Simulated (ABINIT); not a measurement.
**ZrN: single-point calculation**

- system: ZrN (Fm-3m, 2 atoms in the cell)
- method: Kohn-Sham DFT of a periodic cell, PBEsol, JTH PAW PBE v2.0, no spin polarisation (ABINIT 10.8.3)

The structure derives from an entry of the Crystallography Open Database.

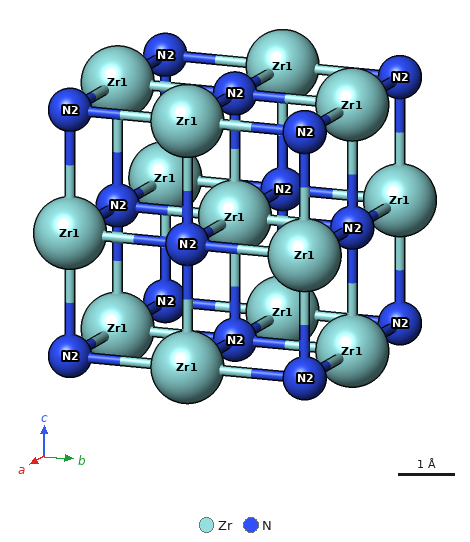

The structure (ball-and-stick view of the cell 4 times as large as that of the calculation, set on its symmetry axes, seen slightly off an axis; atoms are numbered from 1 in the order of the input). Near neighbours in the crystal (not all of them lie inside the picture): Zr has 6 N at 2.30 Å; N has 6 Zr at 2.30 Å.

### Summary

| quantity | value |
| --- | --- |
| outcome | converged |
| space group (tolerance 0.01 Å) | Fm-3m (225) |
| electrons treated | 17 |
| free energy | −1568.3330 eV |
| Fermi energy | 13.660 eV |
| gap on the k-point mesh | none (metallic) |
| pressure | −8.01 GPa |
| largest force (length of the vector) | under 0.001 eV/Å |
| hardware | 1 thread of Arm Neoverse V2, 24 GiB of memory available, shared host |
| wall time | 9.6 s |
| peak memory | 0.11 GiB |

### Notes

The cell holds an odd number of electrons but the run has no spin polarisation, so it comes out as a metal. The k-point mesh is coarse for a cell of this size, so the results may not be converged.

### Input
```
pp_dirpath "./"
pseudos "Zr.GGA_PBE-JTH.xml, N.GGA_PBE-JTH.xml"

acell 6.1466955236 6.1466955236 6.1466955236
rprim
     0.0000000000     0.7071067812     0.7071067812
     0.7071067812     0.0000000000     0.7071067812
     0.7071067812     0.7071067812     0.0000000000
ntypat 2
znucl 40 7
natom 2
typat 1 2
xred
     0.5000000000     0.5000000000     0.5000000000
     0.0000000000     0.0000000000     0.0000000000

ecut 680.284656 eV
pawecutdg 47.0

kptopt 1
ngkpt 4 4 4
nshiftk 1
shiftk 0.0 0.0 0.0

ixc -116133

nband 13
occopt 3
tsmear 0.05 eV

nstep 100
tolvrs 1.0e-9

iomode 3
prtwf 0
prtden 0
prteig 0
prtebands 0
enunit 2
prtvol 2
```

Command:
```bash
abinit run.abi > log 2>&1
```

### The program's output
```
.Version 10.8.3 of ABINIT
 Symmetries : space group Fm -3 m (#225); Bravais cF (face-center cubic)
================================================================================
 Values of the parameters that define the memory need of the present run
     intxc =       0    ionmov =       0      iscf =      17    lmnmax =      18
     lnmax =       6     mgfft =      30  mpssoang =       3    mqgrid =    3001
     natom =       2  nloc_mem =       2    nspden =       1   nspinor =       1
    nsppol =       1      nsym =      48    n1xccc =       1    ntypat =       2
    occopt =       3   xclevel =       2
       mpw =         992          nfft =       27000          nkpt =           8
 PAW method is used; the additional fine FFT grid is defined by:
   mgfftf=        40    nfftf =     64000
================================================================================
================================================================================

--------------------------------------------------------------------------------
------------- Echo of variables that govern the present computation ------------
--------------------------------------------------------------------------------
 -outvars: echo values of preprocessed input variables --------
            acell      6.1466955236E+00  6.1466955236E+00  6.1466955236E+00 Bohr
              amu      9.12240000E+01  1.40067400E+01
             ecut      2.50000000E+01 Hartree
           enunit           2
              ixc     -116133
         kptrlatt        4    0    0      0    4    0      0    0    4
          kptrlen      2.45867821E+01
            natom           2
            nband          13
            ngfft          30      30      30
          ngfftdg          40      40      40
             nkpt           8
            nstep         100
             nsym          48
           ntypat           2
           occopt           3
        pawecutdg      4.70000000E+01 Hartree
         pawxcdev           0
           prtden           0
        prtebands           0
           prteig           0
           prtvol           2
            prtwf           0
            rprim      0.0000000000E+00  7.0710678120E-01  7.0710678120E-01
                       7.0710678120E-01  0.0000000000E+00  7.0710678120E-01
                       7.0710678120E-01  7.0710678120E-01  0.0000000000E+00
          spgroup         225
           tolvrs      1.00000000E-09
           tsmear      1.83746611E-03 Hartree
            typat      1  2
           useylm           1
           xangst      2.2999999985E+00  2.2999999985E+00  2.2999999985E+00
                       0.0000000000E+00  0.0000000000E+00  0.0000000000E+00
            xcart      4.3463700867E+00  4.3463700867E+00  4.3463700867E+00
                       0.0000000000E+00  0.0000000000E+00  0.0000000000E+00
             xred      5.0000000000E-01  5.0000000000E-01  5.0000000000E-01
                       0.0000000000E+00  0.0000000000E+00  0.0000000000E+00
            znucl       40.00000    7.00000

================================================================================

 chkinp: Checking input parameters for consistency.

================================================================================
== DATASET  1 ==================================================================

--- !DatasetInfo
iteration_state: {dtset: 1, }
dimensions: {natom: 2, nkpt: 8, mband: 13, nsppol: 1, nspinor: 1, nspden: 1, mpw: 992, }
cutoff_energies: {ecut:  25.0, pawecutdg:  47.0, }
electrons: {nelect:   1.70000000E+01, charge:   0.00000000E+00, occopt:   3.00000000E+00, tsmear:   1.83746611E-03, }
meta: {optdriver: 0, ionmov: 0, optcell: 0, iscf: 17, paral_kgb: 0, }
...

 Real(R)+Recip(G) space primitive vectors, cartesian coordinates (Bohr,Bohr^-1):
 R(1)=  0.0000000  4.3463701  4.3463701  G(1)= -0.1150385  0.1150385  0.1150385
 R(2)=  4.3463701  0.0000000  4.3463701  G(2)=  0.1150385 -0.1150385  0.1150385
 R(3)=  4.3463701  4.3463701  0.0000000  G(3)=  0.1150385  0.1150385 -0.1150385
 Unit cell volume ucvol=  1.6421397E+02 bohr^3
 Angles (23,13,12)=  6.00000000E+01  6.00000000E+01  6.00000000E+01 degrees

 Coarse grid specifications (used for wave-functions):

 getcut: wavevector=  0.0000  0.0000  0.0000  ngfft=  30  30  30
         ecut(hartree)=     25.000   => boxcut(ratio)=   2.17083

 Fine grid specifications (used for densities):

 getcut: wavevector=  0.0000  0.0000  0.0000  ngfft=  40  40  40
         ecut(hartree)=     47.000   => boxcut(ratio)=   2.10865

--- Pseudopotential description ------------------------------------------------
- pspini: atom type   1  psp file is ./Zr.GGA_PBE-JTH.xml
 Pseudopotential format is: paw10
 basis_size (lnmax)=  6 (lmn_size= 18), orbitals=   0   0   1   1   2   2
 Spheres core radius: rc_sph= 2.22030268
 Shapefunction is BESSEL type: shapef(r,l)=aa(1,l)*jl(q(1,l)*r)+aa(2,l)*jl(q(2,l)*r)
 Radius for shape functions =  2.22030268
 Compensation charge density is not taken into account in XC energy/potential

- pspini: atom type   2  psp file is ./N.GGA_PBE-JTH.xml
 Pseudopotential format is: paw10
 basis_size (lnmax)=  4 (lmn_size=  8), orbitals=   0   0   1   1
 Spheres core radius: rc_sph= 1.20497474
 Shapefunction is SIN type: shapef(r)=[sin(pi*r/rshp)/(pi*r/rshp)]**2
 Radius for shape functions =  1.00243812
 Compensation charge density is not taken into account in XC energy/potential

   3.17775973E+02                                ecore*ucvol(ha*bohr**3)
--------------------------------------------------------------------------------

================================================================================

--- !BeginCycle
iteration_state: {dtset: 1, }
solver: {iscf: 17, nstep: 100, nline: 4, wfoptalg: 10, }
tolerances: {tolvrs: 1.00E-09, }
...

     iter   Etot(hartree)      deltaE(h)  residm     nres2
 ETOT  1  -57.659121033417    -5.766E+01 2.514E-01 4.145E+01
 ETOT  2  -57.665445652877    -6.325E-03 6.487E-03 2.511E+01
 ETOT  3  -57.635265921281     3.018E-02 2.390E-03 1.071E+00
 ETOT  4  -57.635541289776    -2.754E-04 5.460E-04 1.660E-01
 ETOT  5  -57.635170343360     3.709E-04 1.326E-04 7.373E-03
 ETOT  6  -57.635172904529    -2.561E-06 7.227E-05 4.917E-04
 ETOT  7  -57.635173021529    -1.170E-07 4.000E-05 2.631E-05
 ETOT  8  -57.635172986798     3.473E-08 7.600E-05 6.057E-06
 ETOT  9  -57.635172980981     5.817E-09 3.158E-05 8.745E-07
 ETOT 10  -57.635172980117     8.639E-10 5.307E-05 2.244E-09
 ETOT 11  -57.635172980163    -4.601E-11 2.204E-05 3.583E-08
 ETOT 12  -57.635172980128     3.546E-11 3.833E-05 3.514E-09
 ETOT 13  -57.635172980124     3.439E-12 1.579E-05 8.373E-13

 At SCF step   13       nres2   =  8.37E-13 < tolvrs=  1.00E-09 =>converged.

 Cartesian components of stress tensor (hartree/bohr^3)
  sigma(1 1)=  2.72154347E-04  sigma(3 2)=  0.00000000E+00
  sigma(2 2)=  2.72154347E-04  sigma(3 1)=  0.00000000E+00
  sigma(3 3)=  2.72154347E-04  sigma(2 1)=  0.00000000E+00

--- !ResultsGS
iteration_state: {dtset: 1, }
comment   : Summary of ground state results
lattice_vectors:
- [  0.0000000,   4.3463701,   4.3463701, ]
- [  4.3463701,   0.0000000,   4.3463701, ]
- [  4.3463701,   4.3463701,   0.0000000, ]
lattice_lengths: [   6.14670,    6.14670,    6.14670, ]
lattice_angles: [ 60.000,  60.000,  60.000, ] # degrees, (23, 13, 12)
lattice_volume:   1.6421397E+02
convergence: {deltae:  3.439E-12, res2:  8.373E-13, residm:  1.579E-05, diffor: null, }
etotal    :  -5.76351730E+01
entropy   :   0.00000000E+00
fermie    :   5.01997993E-01
cartesian_stress_tensor: # hartree/bohr^3
- [  2.72154347E-04,   0.00000000E+00,   0.00000000E+00, ]
- [  0.00000000E+00,   2.72154347E-04,   0.00000000E+00, ]
- [  0.00000000E+00,   0.00000000E+00,   2.72154347E-04, ]
pressure_GPa:  -8.0071E+00
xred      :
- [  5.0000E-01,   5.0000E-01,   5.0000E-01, Zr]
- [  0.0000E+00,   0.0000E+00,   0.0000E+00,  N]
cartesian_forces: # hartree/bohr
- [ -0.00000000E+00,  -0.00000000E+00,  -0.00000000E+00, ]
- [ -0.00000000E+00,  -0.00000000E+00,  -0.00000000E+00, ]
force_length_stats: {min:   0.00000000E+00, max:   0.00000000E+00, mean:   0.00000000E+00, }
...

 Integrated electronic density in atomic spheres:
 ------------------------------------------------
 Atom  Sphere_radius  Integrated_density
    1        2.22030          9.06066928
    2        1.20497          2.55290182

================================================================================

 ----iterations are completed or convergence reached----

 Mean square residual over all n,k,spin=   15.229E-08; max=  15.792E-06
   0.0000  0.0000  0.0000    1  1.85951E-14 kpt; spin; max resid(k); each band:
  1.21E-15 1.12E-16 1.07E-16 1.06E-16 3.53E-15 7.13E-15 1.02E-15 2.95E-15
  2.28E-16 2.28E-16 2.28E-16 6.64E-15 1.86E-14
   0.2500  0.0000  0.0000    1  4.55188E-08 kpt; spin; max resid(k); each band:
  2.58E-15 1.70E-15 5.00E-16 5.01E-16 1.65E-14 4.22E-14 7.77E-14 8.56E-14
  5.94E-14 1.37E-14 1.37E-14 5.30E-14 4.55E-08
   0.5000  0.0000  0.0000    1  1.11575E-13 kpt; spin; max resid(k); each band:
  2.18E-15 9.68E-15 3.23E-17 3.23E-17 1.91E-14 6.65E-14 1.12E-13 2.82E-14
  4.64E-14 3.01E-14 3.65E-14 2.73E-14 7.05E-14
   0.2500  0.2500  0.0000    1  7.07783E-14 kpt; spin; max resid(k); each band:
  3.48E-15 2.71E-15 7.98E-16 7.99E-16 7.08E-14 3.68E-15 4.58E-14 3.99E-14
  2.81E-17 1.28E-16 4.05E-14 4.03E-14 5.55E-14
   0.5000  0.2500  0.0000    1  1.12687E-13 kpt; spin; max resid(k); each band:
  1.67E-15 6.02E-15 1.63E-15 6.26E-16 6.58E-14 5.55E-14 3.45E-14 6.63E-14
  4.42E-14 5.66E-14 1.32E-14 5.15E-14 1.13E-13
  -0.2500  0.2500  0.0000    1  1.57923E-05 kpt; spin; max resid(k); each band:
  2.54E-15 3.20E-15 2.12E-15 2.86E-16 4.29E-14 4.71E-14 1.16E-13 6.89E-14
  5.96E-14 6.90E-17 4.96E-14 4.72E-14 1.58E-05
   0.5000  0.5000  0.0000    1  9.26302E-14 kpt; spin; max resid(k); each band:
  6.54E-16 2.90E-15 7.71E-16 7.79E-16 9.26E-14 3.95E-15 2.38E-16 1.74E-15
  1.73E-15 4.95E-17 7.09E-17 7.09E-17 5.25E-14
  -0.2500  0.5000  0.2500    1  6.71553E-14 kpt; spin; max resid(k); each band:
  2.22E-15 2.38E-15 2.39E-15 1.32E-15 6.72E-14 1.97E-14 5.32E-14 5.32E-14
  5.29E-14 5.29E-14 4.75E-17 3.90E-14 4.35E-14
 reduced coordinates (array xred) for    2 atoms
       0.500000000000      0.500000000000      0.500000000000
       0.000000000000      0.000000000000      0.000000000000
 rms dE/dt=  0.0000E+00; max dE/dt=  0.0000E+00; dE/dt below (all hartree)
    1       0.000000000000      0.000000000000      0.000000000000
    2       0.000000000000      0.000000000000      0.000000000000

 cartesian coordinates (angstrom) at end:
    1      2.29999999847668     2.29999999847668     2.29999999847668
    2      0.00000000000000     0.00000000000000     0.00000000000000

 cartesian forces (hartree/bohr) at end:
    1     -0.00000000000000    -0.00000000000000    -0.00000000000000
    2     -0.00000000000000    -0.00000000000000    -0.00000000000000
 frms,max,avg= 0.0000000E+00 0.0000000E+00   0.000E+00  0.000E+00  0.000E+00 h/b

 cartesian forces (eV/Angstrom) at end:
    1     -0.00000000000000    -0.00000000000000    -0.00000000000000
    2     -0.00000000000000    -0.00000000000000    -0.00000000000000
 frms,max,avg= 0.0000000E+00 0.0000000E+00   0.000E+00  0.000E+00  0.000E+00 e/A
 length scales=  6.146695523600  6.146695523600  6.146695523600 bohr
              =  3.252691191242  3.252691191242  3.252691191242 angstroms
 Fermi (or HOMO) energy (hartree) =   0.50200   Average Vxc (hartree)=  -0.46672
 Eigenvalues (hartree) for nkpt=   8  k points:
 kpt#   1, nband= 13, wtk=  0.01563, kpt=  0.0000  0.0000  0.0000 (reduced coord)
  -1.30095   -0.47986   -0.47986   -0.47986   -0.07595    0.42213    0.42213    0.42213
   0.50281    0.50281    0.50281    0.57466    0.57466
      occupation numbers for kpt#   1
   2.00000    2.00000    2.00000    2.00000    2.00000    2.00000    2.00000    2.00000
   0.78223    0.78223    0.78223    0.00000    0.00000
 kpt#   2, nband= 13, wtk=  0.12500, kpt=  0.2500  0.0000  0.0000 (reduced coord)
  -1.29845   -0.50187   -0.48158   -0.48158   -0.03726    0.31244    0.35089    0.35089
   0.54055    0.55704    0.55704    0.68945    0.68945
      occupation numbers for kpt#   2
   2.00000    2.00000    2.00000    2.00000    2.00000    2.00000    2.00000    2.00000
   0.00000    0.00000    0.00000    0.00000    0.00000
 kpt#   3, nband= 13, wtk=  0.06250, kpt=  0.5000  0.0000  0.0000 (reduced coord)
  -1.29591   -0.52157   -0.48327   -0.48327    0.00505    0.23750    0.31082    0.31082
   0.62834    0.63053    0.63053    0.68892    0.79944
      occupation numbers for kpt#   3
   2.00000    2.00000    2.00000    2.00000    2.00000    2.00000    2.00000    2.00000
   0.00000    0.00000    0.00000    0.00000    0.00000
 kpt#   4, nband= 13, wtk=  0.09375, kpt=  0.2500  0.2500  0.0000 (reduced coord)
  -1.29763   -0.49921   -0.48635   -0.48635   -0.04319    0.29983    0.39477    0.39477
   0.43536    0.60402    0.61825    0.61825    0.64602
      occupation numbers for kpt#   4
   2.00000    2.00000    2.00000    2.00000    2.00000    2.00000    2.00000    2.00000
   2.00000    0.00000    0.00000    0.00000    0.00000
 kpt#   5, nband= 13, wtk=  0.37500, kpt=  0.5000  0.2500  0.0000 (reduced coord)
  -1.29511   -0.51234   -0.49388   -0.48807   -0.02683    0.29580    0.33445    0.35037
   0.49776    0.64638    0.65321    0.71867    0.72425
      occupation numbers for kpt#   5
   2.00000    2.00000    2.00000    2.00000    2.00000    2.00000    2.00000    2.00000
   1.81889    0.00000    0.00000    0.00000    0.00000
 kpt#   6, nband= 13, wtk=  0.18750, kpt= -0.2500  0.2500  0.0000 (reduced coord)
  -1.29594   -0.50973   -0.49490   -0.48335   -0.01670    0.27298    0.32171    0.34673
   0.57829    0.58338    0.61980    0.66552    0.79899
      occupation numbers for kpt#   6
   2.00000    2.00000    2.00000    2.00000    2.00000    2.00000    2.00000    2.00000
   0.00000    0.00000    0.00000    0.00000    0.00000
 kpt#   7, nband= 13, wtk=  0.04688, kpt=  0.5000  0.5000  0.0000 (reduced coord)
  -1.29430   -0.51317   -0.49273   -0.49273   -0.05541    0.35068    0.39026    0.40310
   0.40310    0.64012    0.68360    0.68360    0.69780
      occupation numbers for kpt#   7
   2.00000    2.00000    2.00000    2.00000    2.00000    2.00000    2.00000    2.00000
   2.00000    0.00000    0.00000    0.00000    0.00000
 kpt#   8, nband= 13, wtk=  0.09375, kpt= -0.2500  0.5000  0.2500 (reduced coord)
  -1.29428   -0.50318   -0.50318   -0.49496   -0.03374    0.31990    0.34438    0.34438
   0.55530    0.55530    0.68400    0.68591    0.73269
      occupation numbers for kpt#   8
   2.00000    2.00000    2.00000    2.00000    2.00000    2.00000    2.00000    2.00000
   0.00000    0.00000    0.00000    0.00000    0.00000
 Fermi (or HOMO) energy (eV) =  13.66006   Average Vxc (eV)= -12.70012
 Eigenvalues (   eV  ) for nkpt=   8  k points:
 kpt#   1, nband= 13, wtk=  0.01563, kpt=  0.0000  0.0000  0.0000 (reduced coord)
 -35.40071  -13.05770  -13.05770  -13.05770   -2.06667   11.48668   11.48668   11.48668
  13.68219   13.68219   13.68219   15.63739   15.63739
 kpt#   2, nband= 13, wtk=  0.12500, kpt=  0.2500  0.0000  0.0000 (reduced coord)
 -35.33266  -13.65671  -13.10453  -13.10453   -1.01394    8.50184    9.54818    9.54818
  14.70913   15.15786   15.15786   18.76090   18.76091
 kpt#   3, nband= 13, wtk=  0.06250, kpt=  0.5000  0.0000  0.0000 (reduced coord)
 -35.26347  -14.19253  -13.15048  -13.15048    0.13743    6.46271    8.45786    8.45786
  17.09797   17.15763   17.15763   18.74649   21.75377
 kpt#   4, nband= 13, wtk=  0.09375, kpt=  0.2500  0.2500  0.0000 (reduced coord)
 -35.31044  -13.58423  -13.23433  -13.23433   -1.17537    8.15889   10.74233   10.74233
  11.84668   16.43610   16.82335   16.82335   17.57897
 kpt#   5, nband= 13, wtk=  0.37500, kpt=  0.5000  0.2500  0.0000 (reduced coord)
 -35.24167  -13.94146  -13.43916  -13.28111   -0.72997    8.04914    9.10086    9.53407
  13.54472   17.58895   17.77466   19.55592   19.70794
 kpt#   6, nband= 13, wtk=  0.18750, kpt= -0.2500  0.2500  0.0000 (reduced coord)
 -35.26426  -13.87046  -13.46682  -13.15269   -0.45446    7.42803    8.75412    9.43507
  15.73609   15.87457   16.86560   18.10962   21.74172
 kpt#   7, nband= 13, wtk=  0.04688, kpt=  0.5000  0.5000  0.0000 (reduced coord)
 -35.21964  -13.96400  -13.40775  -13.40775   -1.50781    9.54258   10.61945   10.96887
  10.96887   17.41867   18.60170   18.60170   18.98808
 kpt#   8, nband= 13, wtk=  0.09375, kpt= -0.2500  0.5000  0.2500 (reduced coord)
 -35.21902  -13.69210  -13.69210  -13.46865   -0.91821    8.70501    9.37095    9.37095
  15.11061   15.11061   18.61258   18.66462   19.93756
 Total charge density [el/Bohr^3]
)     Maximum=    7.2685E-01  at reduced coord.    0.4750    0.5000    0.5500
)Next maximum=    7.2685E-01  at reduced coord.    0.5000    0.4750    0.5500
)     Minimum=    1.7849E-02  at reduced coord.    0.2500    0.2500    0.2500
)Next minimum=    1.7849E-02  at reduced coord.    0.7500    0.7500    0.7500
   Integrated=    1.7000E+01

--- !EnergyTerms
iteration_state     : {dtset: 1, }
comment             : Components of total free energy in Hartree
kinetic             :  1.80684531018337E+01
hartree             :  7.28799867114450E+00
xc                  : -9.45120773001149E+00
Ewald energy        : -5.20899980121450E+01
psp_core            :  1.93513359374868E+00
local_psp           : -3.54874387891682E+01
PAW spherical_terms :  1.21024199425310E+01
internal            : -5.76346392220669E+01
'-kT*entropy'       : -5.33984321034996E-04
total_energy        : -5.76351732063879E+01
total_energy_eV     : -1.56833295947304E+03
...

--- !EnergyTermsDC
iteration_state     : {dtset: 1, }
comment             : '"Double-counting" decomposition of free energy'
band_energy         : -3.15587170667275E+00
Ewald energy        : -5.20899980121450E+01
psp_core            :  1.93513359374868E+00
xc_dc               : -5.83138335579288E+00
PAW spherical_terms :  1.50748048505867E+00
internal            : -5.76346389958033E+01
'-kT*entropy'       : -5.33984321034996E-04
total_energy_dc     : -5.76351729801244E+01
total_energy_dc_eV  : -1.56833295331609E+03
...

--- !EnergyTermsWithPAWCore
iteration_state     : {dtset: 1, }
comment             : 'Components of total free energy, including PAW core contributions'
Total energy        : -3.65147409443178E+03
Total energy DC     : -3.65147409420551E+03
Total energy (eV)   : -9.93616719507767E+04
Total energy DC (eV): -9.93616719446198E+04
...

 Cartesian components of stress tensor (hartree/bohr^3)
  sigma(1 1)=  2.72154347E-04  sigma(3 2)=  0.00000000E+00
  sigma(2 2)=  2.72154347E-04  sigma(3 1)=  0.00000000E+00
  sigma(3 3)=  2.72154347E-04  sigma(2 1)=  0.00000000E+00

-Cartesian components of stress tensor (GPa)         [Pressure= -8.0071E+00 GPa]
- sigma(1 1)=  8.00705733E+00  sigma(3 2)=  0.00000000E+00
- sigma(2 2)=  8.00705733E+00  sigma(3 1)=  0.00000000E+00
- sigma(3 3)=  8.00705733E+00  sigma(2 1)=  0.00000000E+00

== END DATASET(S) ==============================================================
================================================================================

 -outvars: echo values of variables after computation  --------
            acell      6.1466955236E+00  6.1466955236E+00  6.1466955236E+00 Bohr
           etotal     -5.7635172980E+01
            fcart     -0.0000000000E+00 -0.0000000000E+00 -0.0000000000E+00
                      -0.0000000000E+00 -0.0000000000E+00 -0.0000000000E+00
            rprim      0.0000000000E+00  7.0710678120E-01  7.0710678120E-01
                       7.0710678120E-01  0.0000000000E+00  7.0710678120E-01
                       7.0710678120E-01  7.0710678120E-01  0.0000000000E+00
           strten      2.7215434682E-04  2.7215434682E-04  2.7215434682E-04
                       0.0000000000E+00  0.0000000000E+00  0.0000000000E+00
           xangst      2.2999999985E+00  2.2999999985E+00  2.2999999985E+00
                       0.0000000000E+00  0.0000000000E+00  0.0000000000E+00
             xred      5.0000000000E-01  5.0000000000E-01  5.0000000000E-01
                       0.0000000000E+00  0.0000000000E+00  0.0000000000E+00
 Calculation completed.
```
